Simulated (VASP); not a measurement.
**Band-structure run of MoS2 (part 2 of 3)**

Continued. System: MoS2 (slab, 9 atoms in the cell). Method: Kohn-Sham DFT of a periodic cell, PBE with D3(BJ), spin-orbit coupling, VASP PAW PBE potentials, recommended, no spin polarisation (VASP 6.6.1); cutoff 520 eV, 12×12×1 k-mesh, Gaussian smearing of 0.03 eV. The structure derives from an entry of the Crystallography Open Database.

Geometry of the input (Å; fractional positions):
```
3.1504  0.0000  0.0000
-1.5752  2.7283  0.0000
0.0000  0.0000  33.4543
S  0.3333  0.6667  0.2720
S  0.3333  0.6667  0.3656
S  0.6667  0.3333  0.4532
S  0.6667  0.3333  0.5468
S  0.3333  0.6667  0.6344
S  0.3333  0.6667  0.7280
Mo 0.6667  0.3333  0.3188
Mo 0.3333  0.6667  0.5000
Mo 0.6667  0.3333  0.6812
```

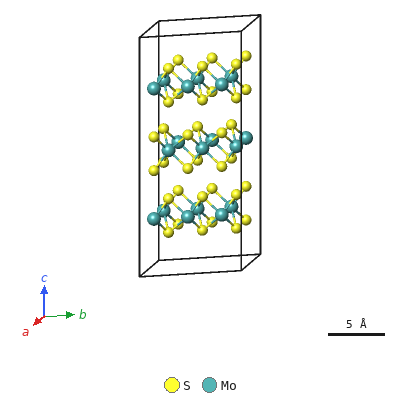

*The structure as given in the input (ball-and-stick view of the 2 × 3 repeat of the cell, with the vacuum cut short, seen slightly off an axis).*

Parts of OUTCAR, continued
```
   LEPSILON=     F    determine dielectric tensor
   LRPA    =     F    only Hartree local field effects (RPA)
 Gauss-broadening in eV      SIGMA  =   0.03
  energy-cutoff  :      520.00
  volume of cell :      287.54
 maximum number of plane-waves:     15564
   NGX = 11   NGY = 11   NGZ =125

 number of electron      77.9999997 magnetization       0.0000000      0.0000000      0.0000000

 number of electron      77.9999997 magnetization      -0.0000000     -0.0000000      0.0000000

 number of electron      77.9999997 magnetization       0.0000000     -0.0000000      0.0000000

 dipolmoment           0.000000      0.000000     -0.000000 electrons x Angstroem

 Free energy of the ion-electron system (eV)
  ---------------------------------------------------
  ext. energy  EPLUGINS =         0.00000000
  ---------------------------------------------------
  free energy    TOTEN  =       -65.69048656 eV

  energy without entropy =      -65.69048656  energy(sigma->0) =      -65.69048656

 E-fermi :   2.0817     XC(G=0):  -6.3074     alpha+bet : -7.5305

 val. band max:        1.8194087101   @ k =   0.0000   0.0000   0.0000
 cond. band min:       2.8405218058   @ k =   0.1667   0.1667   0.0000
 fundamental gap:      1.0211130956
 Fermi energy:         2.0816671429

 k-point     1 :       0.0000    0.0000    0.0000
  band No.  band energies     occupation
      1     -59.6132      1.00000
      2     -59.6132      1.00000
      3     -59.6108      1.00000
      4     -59.6108      1.00000
      5     -59.6108      1.00000
      6     -59.6108      1.00000
      7     -35.2578      1.00000
      8     -35.2578      1.00000
      9     -35.2544      1.00000
     10     -35.2544      1.00000
     11     -35.2544      1.00000
     12     -35.2544      1.00000
     13     -32.9041      1.00000
     14     -32.9041      1.00000
     15     -32.9008      1.00000
     16     -32.9008      1.00000
     17     -32.9008      1.00000
     18     -32.9008      1.00000
     19     -32.7325      1.00000
     20     -32.7325      1.00000
     21     -32.7283      1.00000
     22     -32.7283      1.00000
     23     -32.7283      1.00000
     24     -32.7283      1.00000
     25     -13.1259      1.00000
     26     -13.1259      1.00000
     27     -12.9979      1.00000
     28     -12.9979      1.00000
     29     -12.8800      1.00000
     30     -12.8800      1.00000
     31     -11.8729      1.00000
     32     -11.8729      1.00000
     33     -11.6628      1.00000
     34     -11.6628      1.00000
     35     -11.4935      1.00000
     36     -11.4935      1.00000
     37      -4.9772      1.00000
     38      -4.9772      1.00000
     39      -4.5715      1.00000
     40      -4.5715      1.00000
     41      -4.1406      1.00000
     42      -4.1406      1.00000
     43      -1.4476      1.00000
     44      -1.4476      1.00000
     45      -1.4210      1.00000
     46      -1.4210      1.00000
     47      -1.4005      1.00000
     48      -1.4005      1.00000
     49      -1.3989      1.00000
     50      -1.3989      1.00000
     51      -1.3455      1.00000
     52      -1.3455      1.00000
     53      -1.3345      1.00000
     54      -1.3345      1.00000
     55      -1.3271      1.00000
     56      -1.3271      1.00000
     57      -0.6978      1.00000
     58      -0.6978      1.00000
     59      -0.3134      1.00000
     60      -0.3134      1.00000
     61      -0.2829      1.00000
     62      -0.2829      1.00000
     63      -0.2675      1.00000
     64      -0.2675      1.00000
     65      -0.2291      1.00000
     66      -0.2291      1.00000
     67      -0.1969      1.00000
     68      -0.1969      1.00000
     69      -0.1833      1.00000
     70      -0.1833      1.00000
     71       0.1692      1.00000
     72       0.1692      1.00000
     73       0.8687      1.00000
     74       0.8687      1.00000
     75       1.4905      1.00000
     76       1.4905      1.00000
     77       1.8194      1.00000
     78       1.8194      1.00000
     79       3.9808      0.00000
     80       3.9808      0.00000
     81       4.0019      0.00000
     82       4.0019      0.00000
     83       4.0158      0.00000
     84       4.0158      0.00000
     85       4.0554      0.00000
     86       4.0554      0.00000
     87       4.0775      0.00000
     88       4.0775      0.00000
     89       4.0963      0.00000
     90       4.0963      0.00000

 k-point     2 :       0.0833   -0.0000    0.0000
  band No.  band energies     occupation
      1     -59.6103      1.00000
      2     -59.6103      1.00000
      3     -59.6079      1.00000
      4     -59.6079      1.00000
      5     -59.6079      1.00000
      6     -59.6079      1.00000
      7     -35.2652      1.00000
      8     -35.2652      1.00000
      9     -35.2619      1.00000
     10     -35.2619      1.00000
     11     -35.2618      1.00000
     12     -35.2618      1.00000
     13     -32.9075      1.00000
     14     -32.9075      1.00000
     15     -32.9042      1.00000
     16     -32.9042      1.00000
     17     -32.9041      1.00000
     18     -32.9041      1.00000
     19     -32.7510      1.00000
     20     -32.7510      1.00000
     21     -32.7468      1.00000
     22     -32.7468      1.00000
     23     -32.7468      1.00000
     24     -32.7468      1.00000
     25     -13.0185      1.00000
     26     -13.0185      1.00000
     27     -12.8914      1.00000
     28     -12.8914      1.00000
     29     -12.7737      1.00000
     30     -12.7737      1.00000
     31     -11.8218      1.00000
     32     -11.8218      1.00000
     33     -11.6173      1.00000
     34     -11.6173      1.00000
     35     -11.4540      1.00000
     36     -11.4540      1.00000
     37      -4.8561      1.00000
     38      -4.8561      1.00000
     39      -4.4542      1.00000
     40      -4.4542      1.00000
     41      -4.0221      1.00000
     42      -4.0221      1.00000
     43      -1.6797      1.00000
     44      -1.6797      1.00000
     45      -1.6284      1.00000
     46      -1.6284      1.00000
     47      -1.6056      1.00000
     48      -1.6056      1.00000
     49      -1.5985      1.00000
     50      -1.5985      1.00000
     51      -1.2747      1.00000
     52      -1.2747      1.00000
     53      -1.2561      1.00000
     54      -1.2561      1.00000
     55      -1.2491      1.00000
     56      -1.2491      1.00000
     57      -1.0979      1.00000
     58      -1.0979      1.00000
     59      -0.7474      1.00000
     60      -0.7474      1.00000
     61      -0.4404      1.00000
     62      -0.4404      1.00000
     63      -0.4103      1.00000
     64      -0.4103      1.00000
     65      -0.3975      1.00000
     66      -0.3975      1.00000
     67      -0.1279      1.00000
     68      -0.1279      1.00000
     69      -0.0004      1.00000
     70      -0.0004      1.00000
     71       0.4217      1.00000
     72       0.4217      1.00000
     73       0.8654      1.00000
     74       0.8654      1.00000
     75       1.3950      1.00000
     76       1.3950      1.00000
     77       1.6307      1.00000
     78       1.6307      1.00000
     79       3.9042      0.00000
     80       3.9042      0.00000
     81       3.9165      0.00000
     82       3.9165      0.00000
     83       3.9293      0.00000
     84       3.9293      0.00000
     85       4.0149      0.00000
     86       4.0149      0.00000
     87       4.0422      0.00000
     88       4.0422      0.00000
     89       4.0607      0.00000
     90       4.0607      0.00000

 k-point     3 :      -0.0833    0.0000    0.0000
  band No.  band energies     occupation
      1     -59.6103      1.00000
      2     -59.6103      1.00000
      3     -59.6079      1.00000
      4     -59.6079      1.00000
      5     -59.6079      1.00000
      6     -59.6079      1.00000
      7     -35.2652      1.00000
      8     -35.2652      1.00000
      9     -35.2619      1.00000
     10     -35.2619      1.00000
     11     -35.2618      1.00000
     12     -35.2618      1.00000
     13     -32.9075      1.00000
     14     -32.9075      1.00000
     15     -32.9042      1.00000
     16     -32.9042      1.00000
     17     -32.9041      1.00000
     18     -32.9041      1.00000
     19     -32.7510      1.00000
     20     -32.7510      1.00000
     21     -32.7468      1.00000
     22     -32.7468      1.00000
     23     -32.7468      1.00000
     24     -32.7468      1.00000
     25     -13.0185      1.00000
     26     -13.0185      1.00000
     27     -12.8914      1.00000
     28     -12.8914      1.00000
     29     -12.7737      1.00000
     30     -12.7737      1.00000
     31     -11.8218      1.00000
     32     -11.8218      1.00000
     33     -11.6173      1.00000
     34     -11.6173      1.00000
     35     -11.4540      1.00000
     36     -11.4540      1.00000
     37      -4.8561      1.00000
     38      -4.8561      1.00000
     39      -4.4542      1.00000
     40      -4.4542      1.00000
     41      -4.0221      1.00000
     42      -4.0221      1.00000
     43      -1.6797      1.00000
     44      -1.6797      1.00000
     45      -1.6284      1.00000
     46      -1.6284      1.00000
     47      -1.6056      1.00000
     48      -1.6056      1.00000
     49      -1.5985      1.00000
     50      -1.5985      1.00000
     51      -1.2747      1.00000
     52      -1.2747      1.00000
     53      -1.2561      1.00000
     54      -1.2561      1.00000
     55      -1.2491      1.00000
     56      -1.2491      1.00000
     57      -1.0979      1.00000
     58      -1.0979      1.00000
     59      -0.7474      1.00000
     60      -0.7474      1.00000
     61      -0.4404      1.00000
     62      -0.4404      1.00000
     63      -0.4103      1.00000
     64      -0.4103      1.00000
     65      -0.3975      1.00000
     66      -0.3975      1.00000
     67      -0.1279      1.00000
     68      -0.1279      1.00000
     69      -0.0004      1.00000
     70      -0.0004      1.00000
     71       0.4217      1.00000
     72       0.4217      1.00000
     73       0.8654      1.00000
     74       0.8654      1.00000
     75       1.3950      1.00000
     76       1.3950      1.00000
     77       1.6307      1.00000
     78       1.6307      1.00000
     79       3.9042      0.00000
     80       3.9042      0.00000
     81       3.9165      0.00000
     82       3.9165      0.00000
     83       3.9293      0.00000
     84       3.9293      0.00000
     85       4.0149      0.00000
     86       4.0149      0.00000
     87       4.0422      0.00000
     88       4.0422      0.00000
     89       4.0607      0.00000
     90       4.0607      0.00000

 k-point     4 :       0.1667    0.0000    0.0000
  band No.  band energies     occupation
      1     -59.6025      1.00000
      2     -59.6025      1.00000
      3     -59.6001      1.00000
      4     -59.6001      1.00000
      5     -59.6001      1.00000
      6     -59.6001      1.00000
      7     -35.2862      1.00000
      8     -35.2862      1.00000
      9     -35.2828      1.00000
     10     -35.2828      1.00000
     11     -35.2827      1.00000
     12     -35.2827      1.00000
     13     -32.9208      1.00000
     14     -32.9208      1.00000
     15     -32.9175      1.00000
     16     -32.9175      1.00000
     17     -32.9174      1.00000
     18     -32.9174      1.00000
     19     -32.7964      1.00000
     20     -32.7964      1.00000
     21     -32.7922      1.00000
     22     -32.7922      1.00000
     23     -32.7922      1.00000
     24     -32.7922      1.00000
     25     -12.7115      1.00000
     26     -12.7115      1.00000
     27     -12.5881      1.00000
     28     -12.5881      1.00000
     29     -12.4720      1.00000
     30     -12.4720      1.00000
     31     -11.6760      1.00000
     32     -11.6760      1.00000
     33     -11.4883      1.00000
     34     -11.4883      1.00000
     35     -11.3423      1.00000
     36     -11.3423      1.00000
     37      -4.5435      1.00000
     38      -4.5435      1.00000
     39      -4.1611      1.00000
     40      -4.1611      1.00000
     41      -3.7363      1.00000
     42      -3.7363      1.00000
     43      -2.2058      1.00000
     44      -2.2058      1.00000
     45      -2.1965      1.00000
     46      -2.1965      1.00000
     47      -2.1331      1.00000
     48      -2.1331      1.00000
     49      -2.0955      1.00000
     50      -2.0955      1.00000
     51      -1.7112      1.00000
     52      -1.7112      1.00000
     53      -1.4622      1.00000
     54      -1.4622      1.00000
     55      -0.9786      1.00000
     56      -0.9786      1.00000
     57      -0.9525      1.00000
     58      -0.9525      1.00000
     59      -0.9393      1.00000
     60      -0.9393      1.00000
     61      -0.8380      1.00000
     62      -0.8380      1.00000
     63      -0.8025      1.00000
     64      -0.8025      1.00000
     65      -0.7871      1.00000
     66      -0.7871      1.00000
     67      -0.1322      1.00000
     68      -0.1322      1.00000
     69       0.0669      1.00000
     70       0.0669      1.00000
     71       0.4386      1.00000
     72       0.4386      1.00000
     73       0.7543      1.00000
     74       0.7543      1.00000
     75       1.0071      1.00000
     76       1.0071      1.00000
     77       1.0800      1.00000
     78       1.0800      1.00000
     79       3.4348      0.00000
     80       3.4348      0.00000
     81       3.5710      0.00000
     82       3.5710      0.00000
     83       3.7421      0.00000
     84       3.7421      0.00000
     85       3.7853      0.00000
     86       3.7853      0.00000
     87       3.8298      0.00000
     88       3.8298      0.00000
     89       3.8842      0.00000
     90       3.8842      0.00000

 k-point     5 :      -0.1667    0.0000    0.0000
  band No.  band energies     occupation
      1     -59.6025      1.00000
      2     -59.6025      1.00000
      3     -59.6001      1.00000
      4     -59.6001      1.00000
      5     -59.6001      1.00000
      6     -59.6001      1.00000
      7     -35.2862      1.00000
      8     -35.2862      1.00000
      9     -35.2828      1.00000
     10     -35.2828      1.00000
     11     -35.2827      1.00000
     12     -35.2827      1.00000
     13     -32.9208      1.00000
     14     -32.9208      1.00000
     15     -32.9175      1.00000
     16     -32.9175      1.00000
     17     -32.9174      1.00000
     18     -32.9174      1.00000
     19     -32.7964      1.00000
     20     -32.7964      1.00000
     21     -32.7922      1.00000
     22     -32.7922      1.00000
     23     -32.7922      1.00000
     24     -32.7922      1.00000
     25     -12.7115      1.00000
     26     -12.7115      1.00000
     27     -12.5881      1.00000
     28     -12.5881      1.00000
     29     -12.4720      1.00000
     30     -12.4720      1.00000
     31     -11.6760      1.00000
     32     -11.6760      1.00000
     33     -11.4883      1.00000
     34     -11.4883      1.00000
     35     -11.3423      1.00000
     36     -11.3423      1.00000
     37      -4.5435      1.00000
     38      -4.5435      1.00000
     39      -4.1611      1.00000
     40      -4.1611      1.00000
     41      -3.7363      1.00000
     42      -3.7363      1.00000
     43      -2.2058      1.00000
     44      -2.2058      1.00000
     45      -2.1965      1.00000
     46      -2.1965      1.00000
     47      -2.1331      1.00000
     48      -2.1331      1.00000
     49      -2.0955      1.00000
     50      -2.0955      1.00000
     51      -1.7112      1.00000
     52      -1.7112      1.00000
     53      -1.4622      1.00000
     54      -1.4622      1.00000
     55      -0.9786      1.00000
     56      -0.9786      1.00000
     57      -0.9525      1.00000
     58      -0.9525      1.00000
     59      -0.9393      1.00000
     60      -0.9393      1.00000
     61      -0.8380      1.00000
     62      -0.8380      1.00000
     63      -0.8025      1.00000
     64      -0.8025      1.00000
     65      -0.7871      1.00000
     66      -0.7871      1.00000
     67      -0.1322      1.00000
     68      -0.1322      1.00000
     69       0.0669      1.00000
     70       0.0669      1.00000
     71       0.4386      1.00000
     72       0.4386      1.00000
     73       0.7543      1.00000
     74       0.7543      1.00000
     75       1.0071      1.00000
     76       1.0071      1.00000
     77       1.0800      1.00000
     78       1.0800      1.00000
     79       3.4348      0.00000
     80       3.4348      0.00000
     81       3.5710      0.00000
     82       3.5710      0.00000
     83       3.7421      0.00000
     84       3.7421      0.00000
     85       3.7853      0.00000
     86       3.7853      0.00000
     87       3.8298      0.00000
     88       3.8298      0.00000
     89       3.8842      0.00000
     90       3.8842      0.00000

 [... the levels of 18 k-points are left out ...]

 k-point    24 :      -0.2500   -0.1667    0.0000
  band No.  band energies     occupation
      1     -59.5771      1.00000
      2     -59.5771      1.00000
      3     -59.5747      1.00000
      4     -59.5747      1.00000
      5     -59.5747      1.00000
      6     -59.5747      1.00000
      7     -35.3645      1.00000
      8     -35.3609      1.00000
      9     -35.3609      1.00000
     10     -35.3514      1.00000
     11     -35.3479      1.00000
     12     -35.3479      1.00000
     13     -33.0173      1.00000
     14     -33.0130      1.00000
     15     -33.0130      1.00000
     16     -33.0032      1.00000
     17     -32.9993      1.00000
     18     -32.9993      1.00000
     19     -32.8895      1.00000
     20     -32.8859      1.00000
     21     -32.8859      1.00000
     22     -32.8849      1.00000
     23     -32.8811      1.00000
     24     -32.8811      1.00000
     25     -11.5285      1.00000
     26     -11.5220      1.00000
     27     -11.4494      1.00000
     28     -11.4228      1.00000
     29     -11.3469      1.00000
     30     -11.3390      1.00000
     31     -11.1069      1.00000
     32     -11.1049      1.00000
     33     -10.9991      1.00000
     34     -10.9982      1.00000
     35     -10.9301      1.00000
     36     -10.9296      1.00000
     37      -4.1827      1.00000
     38      -4.1794      1.00000
     39      -4.0220      1.00000
     40      -4.0072      1.00000
     41      -3.8811      1.00000
     42      -3.8788      1.00000
     43      -3.3209      1.00000
     44      -3.3142      1.00000
     45      -3.2544      1.00000
     46      -3.2389      1.00000
     47      -3.2135      1.00000
     48      -3.2068      1.00000
     49      -2.7622      1.00000
     50      -2.7598      1.00000
     51      -2.6841      1.00000
     52      -2.6791      1.00000
     53      -2.4630      1.00000
     54      -2.4563      1.00000
     55      -2.3269      1.00000
     56      -2.3179      1.00000
     57      -2.0220      1.00000
     58      -2.0088      1.00000
     59      -1.8561      1.00000
     60      -1.8543      1.00000
```
